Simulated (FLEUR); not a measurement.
# Energy of Pr along an even scaling of the cell

System: Pr (P6₃/mmc, 2 atoms in the cell).
Method: Kohn-Sham DFT of a periodic cell, AM05, all-electron, spin-polarised (FLEUR MaX-R8.1 (later development tree)).

The 5 runs differ only in the geometry, by an even scaling of the cell at fixed fractional positions. The structure derives from an entry of the Crystallography Open Database.

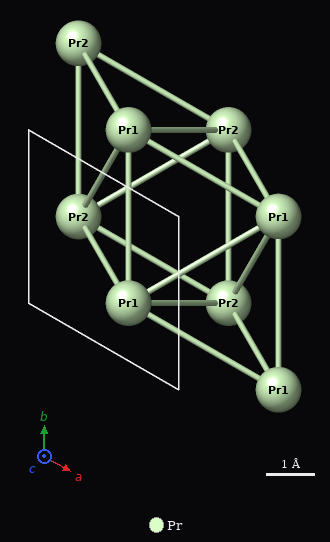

Figure 1. The structure of run 3 (ball-and-stick view of the cell of the calculation, repeated 2 × 2 × 1, along the c axis; atoms are numbered from 1 in the order of the input).

**Input of run 3**
```
<?xml version="1.0" encoding="UTF-8" standalone="no"?>
<fleurInput fleurInputVersion="0.39">
   <comment>
      Pr                                                                                                  
   </comment>
   <calculationSetup>
      <cutoffs Kmax="4.1" Gmax="12.7" GmaxXC="12.7" numbands="0"/>
      <scfLoop itmax="60" minDistance="0.00001" maxIterBroyd="15" imix="Anderson" alpha="0.05" precondParam="0.0" spinf="2.0" sdNocoIR="T"/>
      <coreElectrons ctail="T" frcor="F" kcrel="0" coretail_lmax="0"/>
      <xcFunctional name="LibXC" relativisticCorrections="F">
         <LibXCName exchange="gga_x_am05" correlation="gga_c_am05"/>
      </xcFunctional>
      <magnetism jspins="2"/>
      <soc l_soc="F" theta="0.0" phi="0.0" spav="F"/>
      <expertModes spex="0" secvar="F"/>
      <geometryOptimization l_f="F" forcealpha="1.0" forcemix="BFGS" epsdisp="0.00001" epsforce="0.00001"/>
      <ldaU l_linMix="F" mixParam="0.05" spinf="1.0"/>
   </calculationSetup>
   <cell>
      <bzIntegration valenceElectrons="26.0" mode="hist" fermiSmearingEnergy="0.00183747">
         <kPointListSelection listName="default-1"/>
         <!-- k-points included here -->
         <xi:include xmlns:xi="http://www.w3.org/2001/XInclude" href="kpts.xml"> </xi:include>
      </bzIntegration>
      <!-- symmetry operations included here -->
      <xi:include xmlns:xi="http://www.w3.org/2001/XInclude" href="sym.xml"> </xi:include>
      <bulkLattice scale="1.0">
         <bravaisMatrix>
            <row-1>    6.9334051511574000     0.0000000000000000     0.0000000000000000</row-1>
            <row-2>   -3.4667025755787000     6.0045049956603407     0.0000000000000000</row-2>
            <row-3>    0.0000000000000000     0.0000000000000000    11.1871786576319998</row-3>
         </bravaisMatrix>
      </bulkLattice>
   </cell>
   <atomSpecies>
      <species name="Praseodymi2.000" element="Pr" atomicNumber="59">
         <mtSphere radius="2.66" gridPoints="879" logIncrement="0.015"/>
         <atomicCutoffs lmax="11" lnonsphr="8"/>
         <electronConfig flipSpins="F">
            <coreConfig>(1s1/2) (2s1/2) (2p1/2) (2p3/2) (3s1/2) (3p1/2) (3p3/2) (4s1/2) (3d3/2) (3d5/2) (4p1/2) (4p3/2) (4d3/2) (4d5/2)</coreConfig>
            <valenceConfig>(5s1/2) (5p1/2) (5p3/2) (6s1/2) (4f5/2) (4f7/2)</valenceConfig>
            <stateOccupation state="(4f5/2)" spinUp="0.7857142857143" spinDown="0.5"/>
            <stateOccupation state="(4f7/2)" spinUp="1.7142857142857" spinDown="0.0"/>
         </electronConfig>
         <energyParameters s="6" p="5" d="5" f="4"/>
         <lo type="SCLO" l="0" n="5" eDeriv="0"/>
         <lo type="HELO" l="1" n="6" eDeriv="0"/>
         <lo type="HELO" l="1" n="6" eDeriv="1"/>
         <lo type="SCLO" l="2" n="5" eDeriv="2"/>
         <lo type="SCLO" l="3" n="4" eDeriv="2"/>
      </species>
   </atomSpecies>
   <atomGroups>
      <atomGroup species="Praseodymi2.000">
         <relPos label="                   1">-1.000/3.000 1.000/3.000 -1.000/4.000</relPos>
         <relPos label="                   2">1.000/3.000 -1.000/3.000 1.000/4.000</relPos>
         <force calculate="T" relaxXYZ="TTT"/>
      </atomGroup>
   </atomGroups>
   <output dos="F" band="F" slice="F">
      <checks vchk="F" cdinf="F"/>
      <bandDOS minEnergy="-.5*Htr" maxEnergy="0.5*Htr" sigma="0.015" storeEVData="T"/>
      <vacuumDOS vacdos="F" integ="F" star="F" nstars="0" locx1="0.0" locy1="0.0" locx2="0.0" locy2="0.0" nstm="0" tworkf="0.0"/>
      <unfoldingBand unfoldBand="F" supercellX="1" supercellY="1" supercellZ="1"/>
      <plotting iplot="0" polar="F">
         <plot TwoD="T" vec1="  1.0  0.0  0.0" vec2="  0.0  1.0  0.0" vec3="  0.0  0.0  1.0" zero="  0.0  0.0  0.0" file="plot"/>
      </plotting>
      <chargeDensitySlicing numkpt="0" minEigenval="0.0" maxEigenval="0.0" nnne="0" pallst="F"/>
      <specialOutput eonly="F"/>
      <moessbauerParams electricFieldGradient="T" isomerShift="T" coreHyperfine="T" valenceHyperfine="T"/>
      <magneticCircularDichroism mcd="F" energyLo="-10.0" energyUp="0.0"/>
   </output>
  <!-- We include the file relax.xml here to enable relaxations (see documentation) -->
  <xi:include xmlns:xi="http://www.w3.org/2001/XInclude" href="relax.xml"> <xi:fallback/> </xi:include>
</fleurInput>
```

Run 4 has the same physical settings and fractional positions; its lattice vectors (Å) are:
```
   3.717282    0.000000    0.000000
  -1.858641    3.219261    0.000000
   0.000000    0.000000    5.997904
```

**Results, with one run withheld**

| run | volume per atom (Å³) | free energy per atom, from the lowest run given (meV) |
| --- | --- | --- |
| 1 | 32.437 | 0.00 |
| 2 | 33.128 | 15.69 |
| 3 | 34.508 | 49.70 |
| 4 | 35.888 | ? |
| 5 | 36.578 | 107.34 |

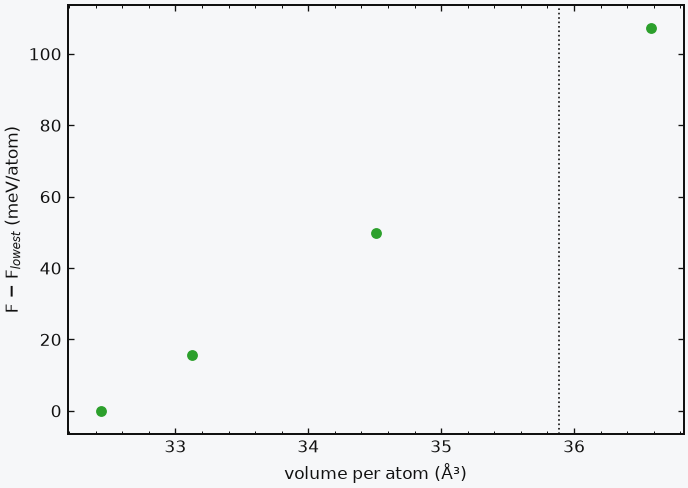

Figure 2. Free energy per atom of the runs given; the dotted line marks run 4.

What should run 4 give?

A quadratic polynomial in V^(−2/3) (the Birch–Murnaghan form), fitted to the 4 runs given, misses them by at most 0.12 meV per atom. With x = V^(−2/3) − 0.09509 Å⁻², it reads F = 39.342 − 13659 x + 4.6336e+05 x² (meV per atom). At run 4 it gives 87.45 meV per atom, and the run itself gives 87.36. The fit has no minimum inside this range.

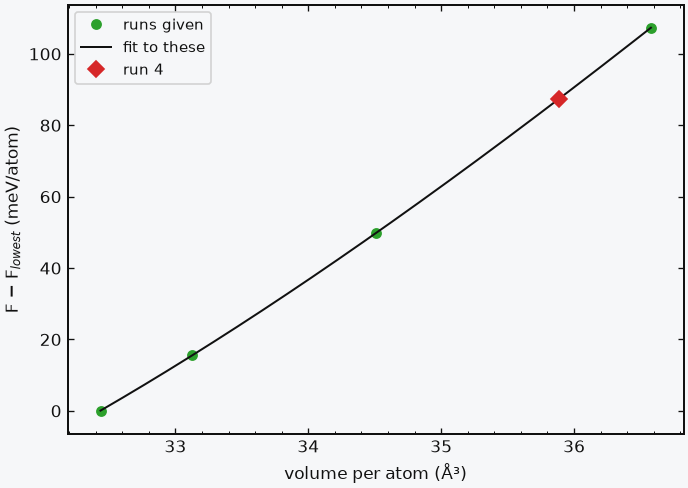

Figure 3. The fit and the withheld run.

**End of the output (run 4)**
```
[...]

 Iteration:    26   Distance:       0.00629162 me/bohr^3

 Iteration:    27   Distance:       0.00466673 me/bohr^3

 Iteration:    28   Distance:       0.00270741 me/bohr^3

 Iteration:    29   Distance:       0.00278377 me/bohr^3

 Iteration:    30   Distance:       0.00155366 me/bohr^3

 Iteration:    31   Distance:       0.00097862 me/bohr^3

 Iteration:    32   Distance:       0.00064367 me/bohr^3

 Iteration:    33   Distance:       0.00048628 me/bohr^3

 Iteration:    34   Distance:       0.00024527 me/bohr^3

 Iteration:    35   Distance:       0.00051774 me/bohr^3

 Iteration:    36   Distance:       0.00019764 me/bohr^3

 Iteration:    37   Distance:       0.00005145 me/bohr^3

 Iteration:    38   Distance:       0.00005095 me/bohr^3

 Iteration:    39   Distance:       0.00005511 me/bohr^3

 Iteration:    40   Distance:       0.00000831 me/bohr^3

 ********************************************************************
 Run finished successfully
 Stop message:
   all done
 ********************************************************************
```
